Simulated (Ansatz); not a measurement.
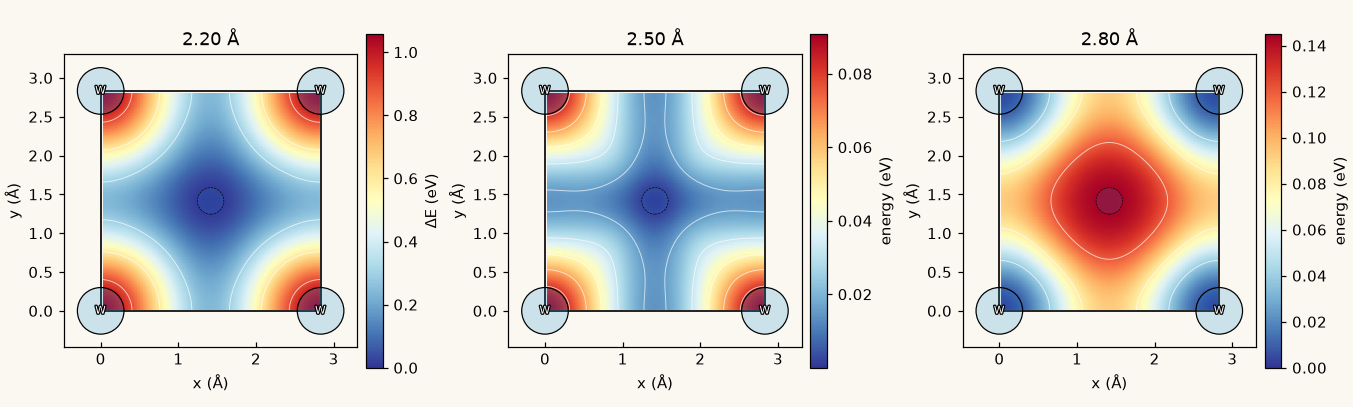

Three maps of one series, each from its own lowest grid point and on its own colour scale; the height changes from map to map. Si on a W(100) slab cut from the Fm-3m phase, its upper half relaxed before the scan (12 atoms of substrate and one adsorbate in a 2 × 2 cell). 
- Si is moved over the surface cell at a fixed height above a rigid substrate; the origin of the map has the adsorbate above W9.
- Places are given modulo a cell vector. The map is drawn in real space over the plane of the surface.
- The scan uses a 6 × 6 grid.
- Places are given in fractions of the 1 × 1 surface cell.
- Energies: eV, counted from the lowest grid point.
- The runs have no spin polarisation, so an open-shell adsorbate far from the surface lies too high. At a fixed height the lowest place need not be the adsorption site.
- The calculation used DFT PBE+D3(BJ), scalar-relativistic, plane waves, PAW in Ansatz 0.2.0. Settings: cutoff 420 eV, k-mesh 5×5×1, gaussian smearing 0.1 eV, no spin polarisation.

In the figure: a smooth colour map with a few white contour lines, labelled circles for the atoms of the top layer and small ones for the second layer, the outline of one cell of the plane. Between grid points the surface is interpolated.

The span runs from the lowest to the highest grid point; passes are read from the interpolated surfaces.

| height | lowest grid point | span (eV) | easiest pass (eV) |
| --- | --- | --- | --- |
| 2.20 Å | a fourfold hollow over a second-layer W atom | 1.06 | 0.24 |
| 2.50 Å | a fourfold hollow over a second-layer W atom | 0.09 | 0.015 |
| 2.80 Å | the top site over a surface W atom | 0.14 | 0.093 |

Question: One more map of the series was computed, for the height 3.10 Å. What do you expect for it?

Answer: The computed span is 0.15 eV, within the range of the others. The lowest grid point is the top site over a surface W atom, as for 2.80 Å. The easiest pass out of the lowest well is about 0.098 eV.

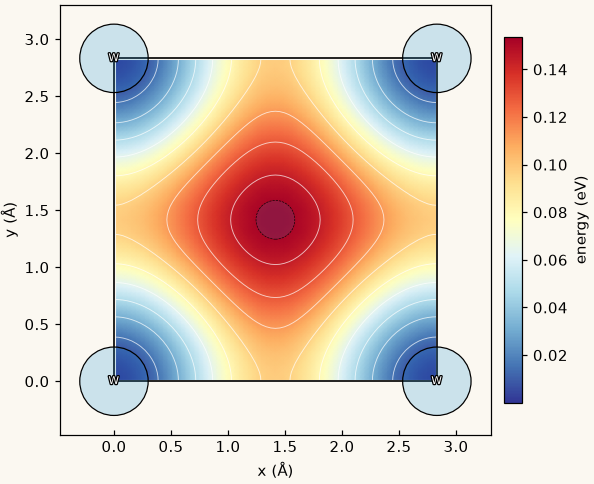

The map for 3.10 Å.

PAW datasets: the set soft_1.
